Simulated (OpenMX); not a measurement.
**A series of single points on HfB2**

System: HfB2 (3 atoms in the cell).
Method: Kohn-Sham DFT of a periodic cell, LDA, OpenMX 2013 LDA set, no spin polarisation (OpenMX 3.8.5).

The 7 runs differ only in the geometry, by an even scaling of the cell at fixed fractional positions. The structure derives from an entry of the Crystallography Open Database.

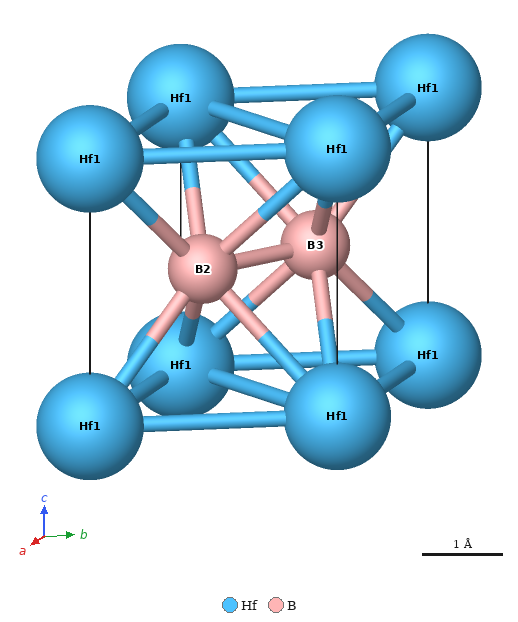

Figure 1. The structure of run 4 (ball-and-stick view of the cell of the calculation, seen slightly off an axis; atoms are numbered from 1 in the order of the input). An atom can appear more than once, as a periodic image.

### Input of run 4
```
System.CurrrentDirectory             ./
System.Name                          HfB2
DATA.PATH                            ./DFT_DATA13
level.of.stdout                      1
level.of.fileout                     0
Species.Number                       2
<Definition.of.Atomic.Species
  Hf  Hf7.0-s3p2d2f1         Hf_CA13
  B   B7.0-s2p2d1            B_CA13
Definition.of.Atomic.Species>

Atoms.Number                         3
Atoms.SpeciesAndCoordinates.Unit     FRAC
<Atoms.SpeciesAndCoordinates
    1  Hf    0.0000000000    0.0000000000    0.0000000000   6.000  6.000
    2  B     0.6666666667    0.3333333333    0.5000000000   1.500  1.500
    3  B     0.3333333333    0.6666666667    0.5000000000   1.500  1.500
Atoms.SpeciesAndCoordinates>

Atoms.UnitVectors.Unit               Ang
<Atoms.UnitVectors
     3.1400000000    0.0000000000    0.0000000000
    -1.5700000000    2.7193197679    0.0000000000
     0.0000000000    0.0000000000    3.4800000000
Atoms.UnitVectors>

scf.XcType                           LDA
scf.SpinPolarization                 off
scf.ElectronicTemperature            580.226
scf.energycutoff                     400.0
scf.maxIter                          100
scf.EigenvalueSolver                 band
scf.Kgrid                            11 11 9
scf.Mixing.Type                      rmm-diisk
scf.Init.Mixing.Weight               0.05
scf.Min.Mixing.Weight                0.001
scf.Max.Mixing.Weight                0.3
scf.Mixing.History                   25
scf.Mixing.StartPulay                8
scf.criterion                        1.0e-8
scf.stress.tensor                    on
MD.Type                              nomd
Band.dispersion                      on
Band.Nkpath                          9
<Band.kpath
    8   0.000000  0.000000  0.000000    0.500000  0.000000  0.000000  G M
    4   0.500000  0.000000  0.000000    0.333333  0.333333  0.000000  M K
    9   0.333333  0.333333  0.000000    0.000000  0.000000  0.000000  K G
    6   0.000000  0.000000  0.000000    0.000000  0.000000  0.500000  G A
    8   0.000000  0.000000  0.500000    0.500000  0.000000  0.500000  A L
    4   0.500000  0.000000  0.500000    0.333333  0.333333  0.500000  L H
    9   0.333333  0.333333  0.500000    0.000000  0.000000  0.500000  H A
    6   0.500000  0.000000  0.500000    0.500000  0.000000  0.000000  L M
    6   0.333333  0.333333  0.000000    0.333333  0.333333  0.500000  K H
Band.kpath>
```

Command:
```bash
openmx HfB2.dat -nt 1 > HfB2.std
```

Run 3 has the same physical settings and fractional positions; its lattice vectors (Å) are:
```
   3.118926    0.000000    0.000000
  -1.559463    2.701069    0.000000
   0.000000    0.000000    3.456644
```

### Results, with one run withheld

```csv
run,volume per atom (Å³),"free energy per atom, from the lowest run given (meV)"
1,9.311,2.89
2,9.509,0.00
3,9.707,?
4,9.905,14.83
5,10.103,31.23
6,10.301,52.87
7,10.499,79.27
```

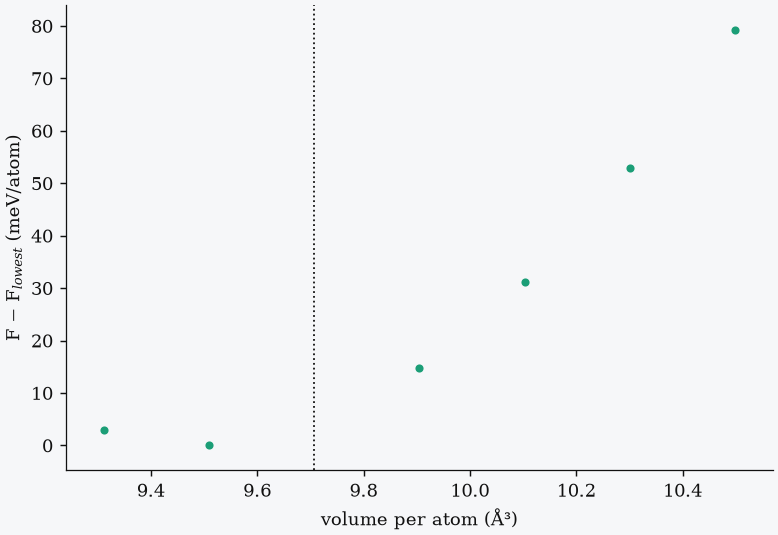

Figure 2. Free energy per atom of the runs given; the dotted line marks run 3.

What should run 3 give?

A cubic polynomial in V^(−2/3) (the Birch–Murnaghan form), fitted to the 6 runs given, misses them by at most 0.01 meV per atom. With x = V^(−2/3) − 0.21655 Å⁻², it reads F = 16.116 − 4910 x + 3.7396e+05 x² − 1.2884e+05 x³ (meV per atom). At run 3 it gives 4.21 meV per atom, and the run itself gives 4.21. The fit has its minimum at 9.487 Å³ per atom, where V d²F/dV² gives 278 GPa. Cell shape and fractional positions are held, so this is the stiffness under even scaling; the relaxed bulk modulus wasn't computed.

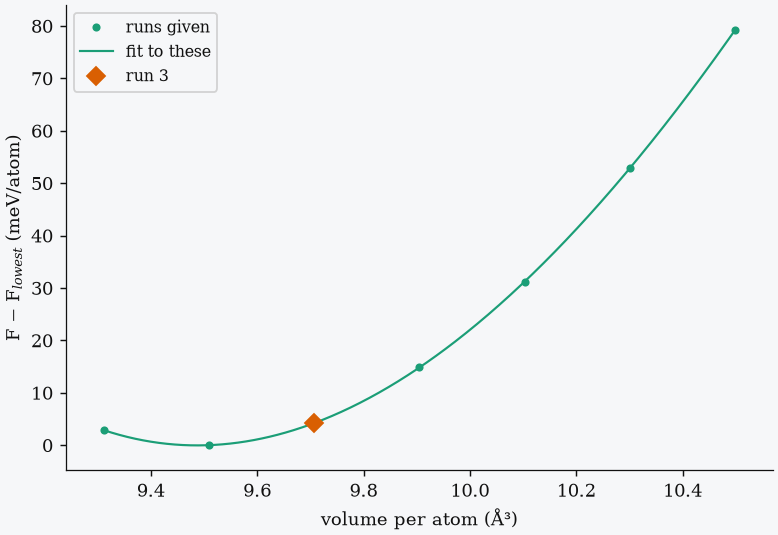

Figure 3. The fit and the withheld run.

### Some lines of the output (run 3)
```
[...]
  Cell_Volume =    196.513212257426 (Bohr^3)
        Total energy (Hartree) at MD = 1
   kloop=0
   kloop=1
   kloop=544
```

Notes: Spin–orbit coupling is left out, which matters for Hf. With a small basis of atomic orbitals these values can differ much from converged plane-wave results.
